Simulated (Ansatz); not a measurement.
```
Ga Al N
1.0
     4.40317   -4.40317    4.40317
    -4.40317    4.40317    4.40317
    -4.40317   -4.40317   -4.40317
Ga Al N
1 15 16
Direct
  0.25007 0.75114 0.99978
  0.50091 0.75129 0.74888
  0.75018 0.75124 0.49975
  0.99925 0.00195 0.99975
  0.25018 0.00194 0.74879
  0.99928 0.75130 0.25049
  0.75019 0.25125 0.99976
  0.50114 0.00224 0.50144
  0.75180 0.00217 0.25063
  0.99947 0.24954 0.74903
  0.50090 0.50028 0.99976
  0.25017 0.25123 0.49976
  0.74850 0.50057 0.74902
  0.50114 0.25289 0.25070
  0.99945 0.50056 0.49810
  0.25019 0.50023 0.25048
  0.25021 0.00858 0.99975
  0.50041 0.00150 0.75050
  0.74963 0.00050 0.49920
  0.99994 0.25181 0.99974
  0.25019 0.25181 0.74953
  0.00092 0.00151 0.24998
  0.75073 0.50105 0.99975
  0.49941 0.25076 0.49923
  0.74967 0.25076 0.24901
  0.99281 0.49388 0.74238
  0.50744 0.75123 0.99975
  0.25019 0.50105 0.50031
  0.75070 0.75128 0.74952
  0.50041 0.50204 0.24998
  0.99994 0.75127 0.50027
  0.25023 0.75123 0.25716
```

The program warned that a starting moment wasn't kept; spin-polarised.

Level of theory: Ansatz 0.2.0, DFT PBE, scalar-relativistic, plane waves, PAW.

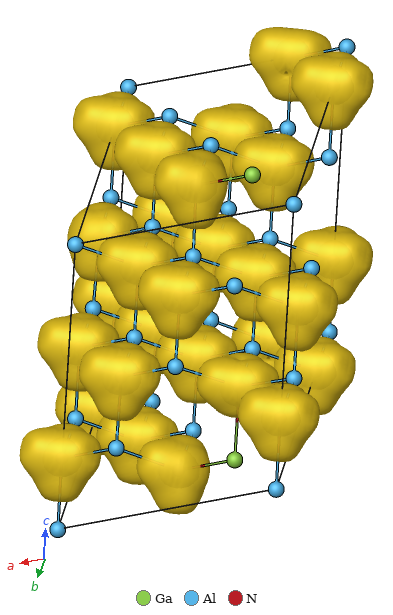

Al15GaN16 (cell charge −1, with a compensating background) (cell with a defect). Isosurface of the electron localisation function at 0.75 (yellow), seen at an oblique angle. Core shells and regions of very low density are left out. Sticks mark near contacts.

Core electrons are frozen (PAW), and the valence fields are smoothed inside the atomic spheres.

### Identify the bonds, lone pairs and shells in this picture.

The surface consists of 16 regions on N in which the atom's valence shell and bonds are merged, counted in one cell of 32 atoms. Regions shared between cells count once. Along the contacts the grid gives the following. Al–N (1.90 Å): the ELF peaks at about 0.90 between the atoms. Ga–N (1.96 Å): the ELF peaks at about 0.85 in the valence shell of N, 0.7 Å from its nucleus, and is about 0.45 at the midpoint.
